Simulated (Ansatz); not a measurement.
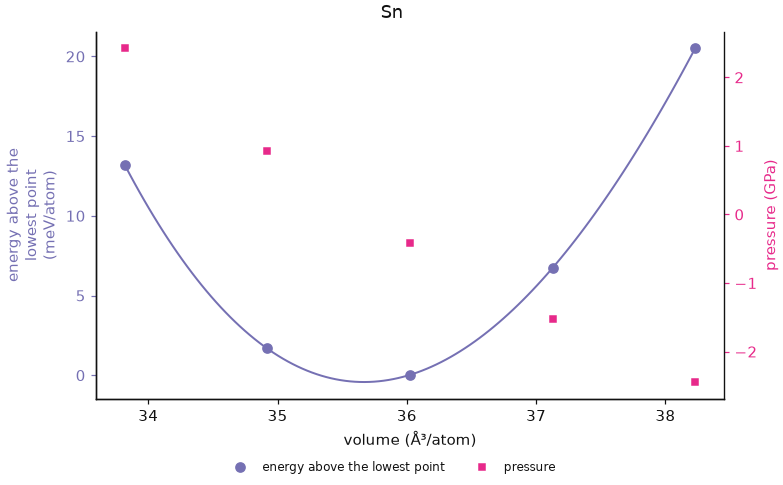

Caption: Energy above the lowest point and pressure against volume for Sn, space group Fd-3m (No. 227) (one of a set of cubic test structures, which need not be the stable phase).

A third-order Birch–Murnaghan fit gives V0 = 35.67 Å³/atom, B0 = 41.3 GPa and B′ = 4.4. The energy above the lowest point is 13.2 meV/atom at volume 33.82 Å³/atom and 20.5 meV/atom at 38.23 Å³/atom; the lowest computed point is at volume 36.02 Å³/atom (0.0 meV/atom), and no other minimum shows among the points. The pressure falls from 2.425 GPa at volume 33.82 Å³/atom to −2.444 GPa at 38.23 Å³/atom, and changes sign near 35.7 Å³/atom.

Computed with Ansatz 0.2.0 development build: equation of state of a cubic crystal from periodic Kohn-Sham density functional theory without spin, third-order Birch-Murnaghan fit to the free energies; pressure corrected for the finite basis. Level: HSE06.

structure type diamond; atoms in cell 2; space group number 227; lattice centring face-centred primitive; k mesh 4×4×4; occupation method Fermi–Dirac; occupation width 0.1 eV; wave cutoff 640 eV; datasets hand-made PAW; density tolerance 0 eV; bands 27; density cutoff ratio 4; search for lower states default; exchange singularity regularized.

Keep in mind: coarse k-mesh, values are not converged in k.
